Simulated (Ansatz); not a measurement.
## Energy of KTaO₃ along an even scaling of the cell

System: KTaO₃ (5 atoms in the cell).
Method: DFT PBEsol, scalar-relativistic, plane waves, PAW, no spin polarisation (Ansatz 0.2.0).

The 7 runs differ only in the geometry, by an even scaling of the cell at fixed fractional positions. The structure derives from a Materials Project entry.

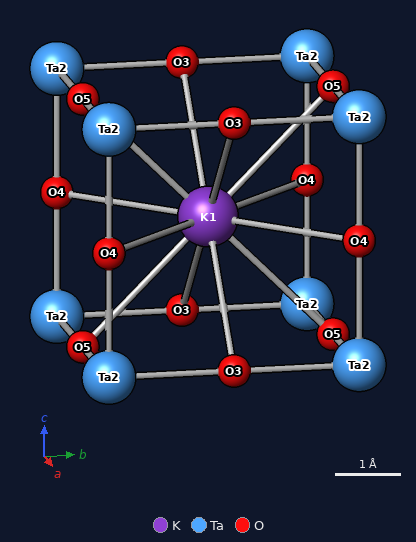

Figure 1. The structure of run 4 (ball-and-stick view of the cell of the calculation, seen slightly off an axis; atoms are numbered from 1 in the order of the input).

### Input of run 4
```yaml
crystal:
  lattice:
    - [3.9856119718, 0.0, 0.0]
    - [0.0, 3.9856119718, 0.0]
    - [0.0, 0.0, 3.9856119718]
  atoms:
    - { symbol: K, position: [0.5, 0.5, 0.5] }
    - { symbol: Ta, position: [0.0, 0.0, 0.0] }
    - { symbol: O, position: [0.0, 0.5, 0.0] }
    - { symbol: O, position: [0.0, 0.0, 0.5] }
    - { symbol: O, position: [0.5, 0.0, 0.0] }
basis:
  ecutwfc: 420
kpoints:
  mp_grid: { grid: [8, 8, 8] }
  band_path: { path: [VBM, CBM], npoints: 2 }
hamiltonian:
  xc: pbesol
scf:
  occupations: { method: gaussian, width: 0.02 }
output:
  forces: true
  stress: true
  eigenvalues: true
checkpoint:
  read: start.run
  write: ck
  compress: false
  write_wavefunctions: false
  write_every: 100000
```

Command:
```bash
ansatz run input.yaml --threads 1 --pin off --max-ram 2560MiB --backend cpu --events-out ev --progress --plain --runs-dir out
```

Lattice vectors (Å) and fractional positions of run 4:
```
   3.985612    0.000000    0.000000
   0.000000    3.985612    0.000000
   0.000000    0.000000    3.985612
K   0.500000  0.500000  0.500000
Ta  0.000000  0.000000  0.000000
O   0.000000  0.500000  0.000000
O   0.000000  0.000000  0.500000
O   0.500000  0.000000  0.000000
```

Run 2 differs from it as follows:
```diff
-    - [3.9856119718, 0.0, 0.0]
-    - [0.0, 3.9856119718, 0.0]
-    - [0.0, 0.0, 3.9856119718]
+    - [3.8660436127, 0.0, 0.0]
+    - [0.0, 3.8660436127, 0.0]
+    - [0.0, 0.0, 3.8660436127]
```

### Results, with one run withheld

| run | volume per atom (Å³) | free energy per atom, from the lowest run given (meV) | pressure (GPa) | gap on the mesh (eV) |
| --- | --- | --- | --- | --- |
| 1 | 11.029 | 170.51 | 37.93 | 2.40 |
| 2 | 11.557 | ? | ? | ? |
| 3 | 12.101 | 16.91 | 10.11 | 2.23 |
| 4 | 12.662 | 0.00 | −0.05 | 2.14 |
| 5 | 13.241 | 15.61 | −8.24 | 2.04 |
| 6 | 13.837 | 58.91 | −14.78 | 1.94 |
| 7 | 14.450 | 125.78 | −19.93 | 1.84 |

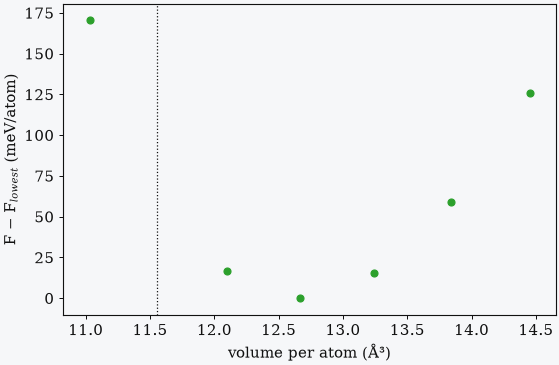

Figure 2. Free energy per atom of the runs given; the dotted line marks run 2.

What should run 2 give?

A cubic polynomial in V^(−2/3) (the Birch–Murnaghan form), fitted to the 6 runs given, misses them by at most 0.02 meV per atom. With x = V^(−2/3) − 0.18273 Å⁻², it reads F = 1.0264 − 1456.7 x + 5.2814e+05 x² + 6.7809e+05 x³ (meV per atom). At run 2 it gives 71.58 meV per atom, and the run itself gives 71.71. The slope of the fit gives a pressure −dF/dV of 22.62 GPa there, and the run prints 22.62 GPa. The fit has its minimum at 12.659 Å³ per atom, where V d²F/dV² gives 202 GPa: the bulk modulus at this level, since symmetry fixes the shape and the positions. The gap on the mesh goes, without turning, from 2.40 eV in run 1 to 1.84 eV in run 7; run 2 has 2.32 eV. These are gaps of this functional on this mesh, which can miss the band edges; they aren't the measured gap.

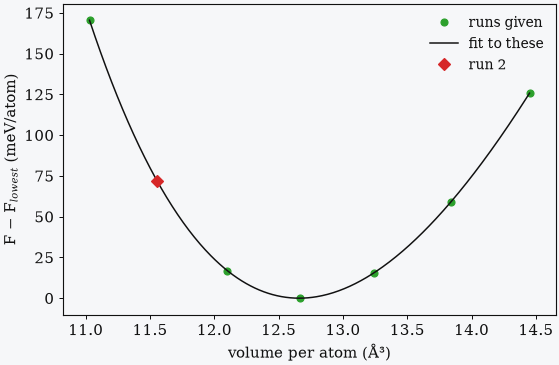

Figure 3. The fit and the withheld run.

### Output, shortened to warnings, some set-up lines, iterations and results (run 2)
```
Basis set: ecut = 420 eV, 1141 PW (Γ), exchange–correlation on 54×54×54 points (8 copies of the dense FFT grid, shifted against one another)
Symmetry: 48 space group operations
k-points: 35 of 512
Initial density: read from a saved state, or passed on in memory by an earlier SCF of this step, an earlier step, the calling program or the single point that the run made first
[...]
SCF iter   1: F=—  HF=-13010.713889 eV  |F-HF|=—  |Δ(HF+E_count)|=         —  Δρ=9.86e-6  dr2=6.74e-8  ethr=5.60e-9  ⟨swp⟩=4.0  Hψ=7307  notcnv=0
SCF iter   2: F=-13010.713889 eV  HF=-13010.713889 eV  |F-HF|=2.22e-8  |Δ(HF+E_count)|=   2.95e-8  Δρ=6.25e-6  dr2=2.80e-8  ethr=1.68e-10  ⟨swp⟩=6.2  Hψ=3327  notcnv=0
SCF 1 converged in 2 iterations: F = -13010.713889 eV  dr2 = 2.80e-8
NSCF: frozen V_eff on 20 k-points
NSCF: frozen V_eff on 20 k-points
NSCF: frozen V_eff on 20 k-points
NSCF: frozen V_eff on 20 k-points
NSCF: frozen V_eff on 4 k-points
NSCF: frozen V_eff on 6 k-points
NSCF: frozen V_eff on 6 k-points
NSCF: frozen V_eff on 6 k-points
NSCF: frozen V_eff on 6 k-points
NSCF: frozen V_eff on 3 k-points
NSCF: frozen V_eff on 3 k-points
SCF converged after 2 iterations
Free energy (F): -13010.713889 eV
Harris-Foulkes:  -13010.713889 eV  (|F-HF|=2.22e-8)
Internal energy: -13010.713889 eV  (E = F + TS)
E sigma→0 (E₀):  -13010.713889 eV
Fermi energy:    11.147422 eV
--- Per-component energies (eV) ---
  E_band       = -202.378052
  E_kinetic    = 1155.221606
  E_local      = -2105.715305  (includes V_loc(G=0)·N_el)
  E_nonlocal   = 177.308650
  E_hartree    = 738.919747
  E_xc         = -572.562717
  E_vxc        = -652.663148  (∫ρ·V_xc dr)
  E_paw        = -9493.763779  (= ΣΔE_a)
  E_vpaw       = -254.381508  (= ΣTr[D̂ρ^β])
  E_aug_tail   = 0.007407  (compensation charges beyond the density's cutoff)
  E_ewald      = -2910.556892
  E_core_change = 0.427395  (= ΣΔE_core)
  E_smearing   = -0.000000  (= −TS)
  E_closure    = -0.000000  (closes the sum)
  Σ components = -13010.713889   (vs F -13010.713889, Δ=0.00e0)
--- Forces (eV/Å), atoms counted from 1 ---
  atom   1  K      0.00000000    -0.00000000    -0.00000000
  atom   2  Ta     0.00000000    -0.00000000    -0.00000000
  atom   3  O      0.00000000    -0.00000000     0.00000000
  atom   4  O      0.00000000     0.00000000     0.00000000
  atom   5  O      0.00000000    -0.00000000     0.00000000
  max |Σ_I F_I| component: 1.10e-28 eV/Å
--- Stress (GPa, compression-positive) ---
       22.623869      -0.000000      -0.000000
       -0.000000      22.623869       0.000000
       -0.000000       0.000000      22.623869
  P = ⅓ Tr σ = 22.6239 GPa (226.239 kbar)
```

Notes: Spin–orbit coupling is left out, which matters for Ta.
